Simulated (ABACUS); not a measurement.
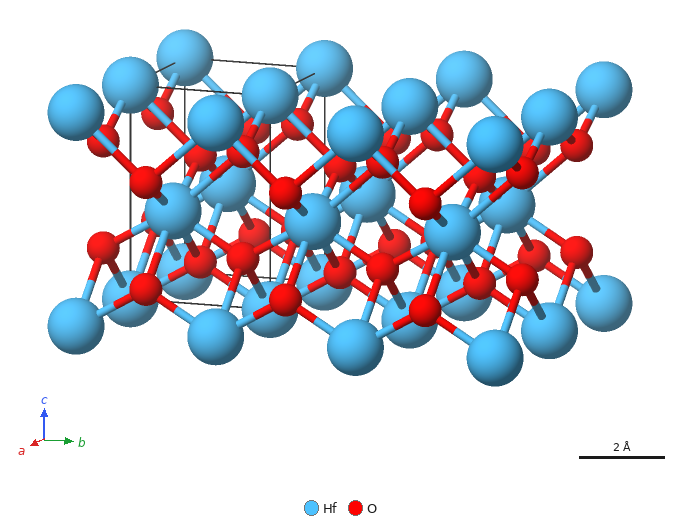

*The structure as given in the input (ball-and-stick view of the cell of the calculation, repeated 2 × 3 × 1, seen slightly off an axis). An atom can appear more than once, as a periodic image.*

# Band-structure run of HfO₂ (part 1 of 2)

HfO₂ (6 atoms in the cell), computed with Kohn-Sham DFT of a periodic cell, PBEsol, PseudoDojo NC SR 0.5 PBE stringent, no spin polarisation (ABACUS 3.10.1).

The structure derives from a Materials Project entry.

**Input**
```
INPUT_PARAMETERS
suffix              HfO2
calculation         scf
basis_type          pw
pseudo_dir          ./
symmetry            1
dft_functional      pbesol
ecutwfc             132
pseudo_rcut         7
nspin               1
nbands              52
ks_solver           dav
smearing_method     fd
smearing_sigma      0.00367493
scf_thr             1e-08
scf_nmax            100
mixing_type         broyden
mixing_beta         0.7
cal_force           1
cal_stress          1
out_chg             1
kpar                4
```

**File STRU**
```
ATOMIC_SPECIES
Hf 178.4900 Hf.upf
O 15.9990 O.upf

LATTICE_CONSTANT
1.8897261246

LATTICE_VECTORS
3.5580193300 0.0000000000 0.0000000000
0.0000000000 3.5580193300 0.0000000000
0.0000000000 0.0000000000 5.1718612100

ATOMIC_POSITIONS
Direct

Hf
0.0
2
0.0000000000 0.0000000000 0.0000000000 1 1 1
0.5000000000 0.5000000000 0.5000000000 1 1 1

O
0.0
4
0.0000000000 0.5000000000 0.1972078800 1 1 1
0.5000000000 0.0000000000 0.3027921200 1 1 1
0.5000000000 0.0000000000 0.8027921200 1 1 1
0.0000000000 0.5000000000 0.6972078800 1 1 1
```

**File KPT**
```
K_POINTS
0
Gamma
6 6 4 0 0 0
```

Command:
```bash
OMP_NUM_THREADS=1 mpirun -np 4 abacus > log
```

**The program's output**
```
ABACUS v3.10.1

               Atomic-orbital Based Ab-initio Computation at UStc

 ------------------------------------------------------------------------------------

 READING GENERAL INFORMATION
                           global_out_dir = OUT.HfO2/
                           global_in_card = INPUT
                               pseudo_dir = ./
                              orbital_dir =
                                    DSIZE = 4
                                    GSIZE = 1

 READING UNITCELL INFORMATION
                                    ntype = 2
                  lattice constant (Bohr) = 1.88973
              lattice constant (Angstrom) = 1

 READING ATOM TYPE 1
                               atom label = Hf
                      L=0, number of zeta = 1
                      L=1, number of zeta = 1
                      L=2, number of zeta = 1
             number of atom for this type = 2

 READING ATOM TYPE 2
                               atom label = O
                      L=0, number of zeta = 1
                      L=1, number of zeta = 1
                      L=2, number of zeta = 1
             number of atom for this type = 4

                        TOTAL ATOM NUMBER = 6
DIRECT COORDINATES
    atom                   x                   y                   z     mag                  vx                  vy                  vz
taud_Hf1            0.0000000000        0.0000000000        0.0000000000  0.0000        0.0000000000        0.0000000000        0.0000000000
taud_Hf2            0.5000000000        0.5000000000        0.5000000000  0.0000        0.0000000000        0.0000000000        0.0000000000
taud_O1            0.0000000000        0.5000000000        0.1972078800  0.0000        0.0000000000        0.0000000000        0.0000000000
taud_O2            0.5000000000        0.0000000000        0.3027921200  0.0000        0.0000000000        0.0000000000        0.0000000000
taud_O3            0.5000000000        0.0000000000        0.8027921200  0.0000        0.0000000000        0.0000000000        0.0000000000
taud_O4            0.0000000000        0.5000000000        0.6972078800  0.0000        0.0000000000        0.0000000000        0.0000000000

                          Volume (Bohr^3) = 441.835
                             Volume (A^3) = 65.4731

 Lattice vectors: (Cartesian coordinate: in unit of a_0)
             +3.55802                  +0                  +0
                   +0            +3.55802                  +0
                   +0                  +0            +5.17186
 Reciprocal vectors: (Cartesian coordinate: in unit of 2 pi/a_0)
            +0.281055                  -0                  +0
                   -0           +0.281055                  -0
                   +0                  -0           +0.193354
 The esolver type has been set to : ksdft_pw

                PAO radial cut off (Bohr) = 7

 Read in pseudopotential file is Hf.upf
                     pseudopotential type = NC
          exchange-correlation functional = PBE
                 nonlocal core correction = 1
                        valence electrons = 26
                                     lmax = 3
                           number of zeta = 5
                     number of projectors = 8
                           L of projector = 0
                           L of projector = 0
                           L of projector = 1
                           L of projector = 1
                           L of projector = 2
                           L of projector = 2
                           L of projector = 3
                           L of projector = 3
 XC functional updated to : pbesol
          exchange-correlation functional = PBESOL
                PAO radial cut off (Bohr) = 7

 Read in pseudopotential file is O.upf
                     pseudopotential type = NC
          exchange-correlation functional = PBE
                 nonlocal core correction = 1
                        valence electrons = 6
                                     lmax = 2
                           number of zeta = 2
                     number of projectors = 5
                           L of projector = 0
                           L of projector = 0
                           L of projector = 1
                           L of projector = 1
                           L of projector = 2
 XC functional updated to : pbesol
          exchange-correlation functional = PBESOL
     initial pseudo atomic orbital number = 50

 SETUP THE ELECTRONS NUMBER
            electron number of element Hf = 26
      total electron number of element Hf = 52
             electron number of element O = 6
       total electron number of element O = 24
            AUTOSET number of electrons:  = 76
                           occupied bands = 38
                                   NBANDS = 52
                                   NLOCAL = 54

%%%%%%%%%%%%%%%%%%%%%%%%%%%%%%%%%%%%%%%%%%%%%%%%%%%%%%%%%%%%%%%%%%%%%%%%%%%%%%%%%%%%%%%%%%%%%%%%%%%%%%%%%%
 Warning: the number of valence electrons in pseudopotential > 4 for Hf: [Xe] 4f14 5d2 6s2
 Pseudopotentials with additional electrons can yield (more) accurate outcomes, but may be less efficient.
 If you're confident that your chosen pseudopotential is appropriate, you can safely ignore this warning.
%%%%%%%%%%%%%%%%%%%%%%%%%%%%%%%%%%%%%%%%%%%%%%%%%%%%%%%%%%%%%%%%%%%%%%%%%%%%%%%%%%%%%%%%%%%%%%%%%%%%%%%%%%

 SETUP THE PLANE WAVE BASIS
 energy cutoff for charge/potential (unit:Ry) = 528
            fft grid for charge/potential = [ 50, 50, 72 ]
                        fft grid division = [ 1, 1, 1 ]
        big fft grid for charge/potential = [ 50, 50, 72 ]
                                     nbxx = 180000
                                     nrxx = 180000

 SETUP PLANE WAVES FOR CHARGE/POTENTIAL
                    number of plane waves = 90547
                         number of sticks = 1893

 PARALLEL PW FOR CHARGE/POTENTIAL
     PROC   COLUMNS(POT)             PW
        1           1893          90547
 --------------- sum -------------------
        1           1893          90547
                            number of |g| = 5284
                                  max |g| = 47.7434
                                  min |g| = 0

----------- Double Check Mixing Parameters Begin ------------
mixing_type: broyden
mixing_beta: 0.7
mixing_gg0: 1
mixing_gg0_min: 0.1
mixing_ndim: 8
----------- Double Check Mixing Parameters End ------------

 LATTICE VECTORS: (CARTESIAN COORDINATE: IN UNIT OF A0)
             +3.55802                  +0                  +0
                   +0            +3.55802                  +0
                   +0                  +0            +5.17186
                       right hand lattice = 1
                                   NORM_A = 3.55802
                                   NORM_B = 3.55802
                                   NORM_C = 5.17186
                           ALPHA (DEGREE) = 90
                           BETA  (DEGREE) = 90
                           GAMMA (DEGREE) = 90

 The lattice vectors have been changed (STRU_SIMPLE.cif)

(for optimal symmetric configuration:)
                             BRAVAIS TYPE = 5
                     BRAVAIS LATTICE NAME = 05. Tetrogonal P (simple)
                                    ibrav = 5
                                    IBRAV = 5
                                  BRAVAIS = SIMPLE TETROGONAL CELL
                       LATTICE CONSTANT A = 3.55802
                                C/A RATIO = 1.45358
Original cell was already a primitive cell.
                        ROTATION MATRICES = 16
              PURE POINT GROUP OPERATIONS = 8
                   SPACE GROUP OPERATIONS = 16
                                       C2 = 3
                                       C3 = 0
                                       C4 = 0
                                       C6 = 0
                                       S1 = 2
                                       S3 = 0
                                       S4 = 2
                                       S6 = 0
                              POINT GROUP = D_2d
               POINT GROUP IN SPACE GROUP = D_4h

 SETUP K-POINTS
                                    nspin = 1
                   Input type of k points = Monkhorst-Pack(Gamma)
                                   nkstot = 144
                       right hand lattice = 1
(for reciprocal lattice: )
                             BRAVAIS TYPE = 5
                     BRAVAIS LATTICE NAME = 05. Tetrogonal P (simple)
                                    ibrav = 5
                       right hand lattice = 1
(for k-lattice: )
                             BRAVAIS TYPE = 5
                     BRAVAIS LATTICE NAME = 05. Tetrogonal P (simple)
                                    ibrav = 5
                       right hand lattice = 1
                        ROTATION MATRICES = 16
                               nkstot_ibz = 30
K-POINTS REDUCTION ACCORDING TO SYMMETRY
     IBZ    DIRECT_X    DIRECT_Y    DIRECT_Z  WEIGHT  ibz2bz
       1  0.00000000  0.00000000  0.00000000  0.0069       0
       2  0.16666667  0.00000000  0.00000000  0.0278       1
       3  0.33333333  0.00000000  0.00000000  0.0278       2
       4  0.50000000  0.00000000  0.00000000  0.0139       3
       5  0.16666667  0.16666667  0.00000000  0.0278       7
       6  0.33333333  0.16666667  0.00000000  0.0556       8
       7  0.50000000  0.16666667  0.00000000  0.0278       9
       8  0.33333333  0.33333333  0.00000000  0.0278      14
       9  0.50000000  0.33333333  0.00000000  0.0278      15
      10  0.50000000  0.50000000  0.00000000  0.0069      21
      11  0.00000000  0.00000000  0.25000000  0.0139      36
      12  0.16666667  0.00000000  0.25000000  0.0556      37
      13  0.33333333  0.00000000  0.25000000  0.0556      38
      14  0.50000000  0.00000000  0.25000000  0.0278      39
      15  0.16666667  0.16666667  0.25000000  0.0556      43
      16  0.33333333  0.16666667  0.25000000  0.1111      44
      17  0.50000000  0.16666667  0.25000000  0.0556      45
      18  0.33333333  0.33333333  0.25000000  0.0556      50
      19  0.50000000  0.33333333  0.25000000  0.0556      51
      20  0.50000000  0.50000000  0.25000000  0.0139      57
      21  0.00000000  0.00000000  0.50000000  0.0069      72
      22  0.16666667  0.00000000  0.50000000  0.0278      73
      23  0.33333333  0.00000000  0.50000000  0.0278      74
      24  0.50000000  0.00000000  0.50000000  0.0139      75
      25  0.16666667  0.16666667  0.50000000  0.0278      79
      26  0.33333333  0.16666667  0.50000000  0.0556      80
      27  0.50000000  0.16666667  0.50000000  0.0278      81
      28  0.33333333  0.33333333  0.50000000  0.0278      86
      29  0.50000000  0.33333333  0.50000000  0.0278      87
      30  0.50000000  0.50000000  0.50000000  0.0069      93

                               nkstot now = 30
[... K-POINTS DIRECT COORDINATES: 30 rows ...]

           k-point number in this process = 8
       minimum distributed K point number = 7
[... stars of the k points ...]

[... K-POINTS CARTESIAN COORDINATES: 8 rows ...]

[... K-POINTS DIRECT COORDINATES: 8 rows ...]

 SETUP PLANE WAVES FOR WAVE FUNCTIONS
     energy cutoff for wavefunc (unit:Ry) = 132
              fft grid for wave functions = [ 50, 50, 72 ]
                    number of plane waves = 12809
                         number of sticks = 517

 PARALLEL PW FOR WAVE FUNCTIONS
     PROC   COLUMNS(POT)             PW
        1            517          12809
 --------------- sum -------------------
        1            517          12809

 SETUP NONLOCAL PSEUDOPOTENTIALS IN PLANE WAVE BASIS
 Hf non-local projectors:
 projector 1 L=0
 projector 2 L=0
 projector 3 L=1
 projector 4 L=1
 projector 5 L=2
 projector 6 L=2
 projector 7 L=3
 projector 8 L=3
 O non-local projectors:
 projector 1 L=0
 projector 2 L=0
 projector 3 L=1
 projector 4 L=1
 projector 5 L=2
      TOTAL NUMBER OF NONLOCAL PROJECTORS = 116

 Init Non-Local PseudoPotential table :
 Init Non-Local-Pseudopotential done.

                                     npwx = 11334

 Make real space PAO into reciprocal space.
       max mesh points in Pseudopotential = 701
     dq(describe PAO in reciprocal space) = 0.01
                                    max q = 1383

 number of pseudo atomic orbitals for Hf is 5
WARNING: norm of atomic wavefunction # 4 of atomic type Hf is 0.996016, renormalized
WARNING: norm of atomic wavefunction # 5 of atomic type Hf is 0.993002, renormalized

 number of pseudo atomic orbitals for O is 2
WARNING: norm of atomic wavefunction # 2 of atomic type O is 0.999977, renormalized

 -------------------------------------------
 SELF-CONSISTENT
 -------------------------------------------
                                 init_chg = atomic

 PW ALGORITHM --------------- ION=   1  ELEC=   1--------------------------------

 Density error is 1.94508997593
                          Error Threshold = 0.01
----------------------------------------------------------
     Energy           Rydberg                 eV
----------------------------------------------------------
 E_KohnSham     -1267.3585759029     -17243.2980414444
 E_Harris       -1278.2757336119     -17391.8335922523
 E_Fermi        1.2241279985         16.6551158607
----------------------------------------------------------

 PW ALGORITHM --------------- ION=   1  ELEC=   2--------------------------------

 Density error is 2.01017483752
                          Error Threshold = 0.0025593289157
----------------------------------------------------------
     Energy           Rydberg                 eV
----------------------------------------------------------
 E_KohnSham     -1267.7790783134     -17249.0192702509
 E_Harris       -1258.2934535506     -17119.9607243870
 E_Fermi        1.2970880496         17.6477882821
----------------------------------------------------------

 PW ALGORITHM --------------- ION=   1  ELEC=   3--------------------------------

 Density error is 0.0252019093486
                          Error Threshold = 0.0025593289157
----------------------------------------------------------
     Energy           Rydberg                 eV
----------------------------------------------------------
 E_KohnSham     -1268.2012533663     -17254.7632565240
 E_Harris       -1269.5336234412     -17272.8910813867
 E_Fermi        1.1611671577         15.7984896758
----------------------------------------------------------

 PW ALGORITHM --------------- ION=   1  ELEC=   4--------------------------------

 Density error is 0.00300981138719
                          Error Threshold = 3.31604070376e-05
----------------------------------------------------------
     Energy           Rydberg                 eV
----------------------------------------------------------
 E_KohnSham     -1268.2068507495     -17254.8394128290
 E_Harris       -1267.5969481286     -17246.5412619595
 E_Fermi        1.1563130222         15.7324457732
----------------------------------------------------------

 PW ALGORITHM --------------- ION=   1  ELEC=   5--------------------------------

 Density error is 0.000118618846239
                          Error Threshold = 3.96027814104e-06
----------------------------------------------------------
     Energy           Rydberg                 eV
----------------------------------------------------------
 E_KohnSham     -1268.2072176483     -17254.8444047431
 E_Harris       -1268.1554000907     -17254.1393907035
 E_Fermi        1.1581128701         15.7569339610
----------------------------------------------------------

 PW ALGORITHM --------------- ION=   1  ELEC=   6--------------------------------

 Density error is 1.39489549694e-05
                          Error Threshold = 1.56077429261e-07
----------------------------------------------------------
     Energy           Rydberg                 eV
```
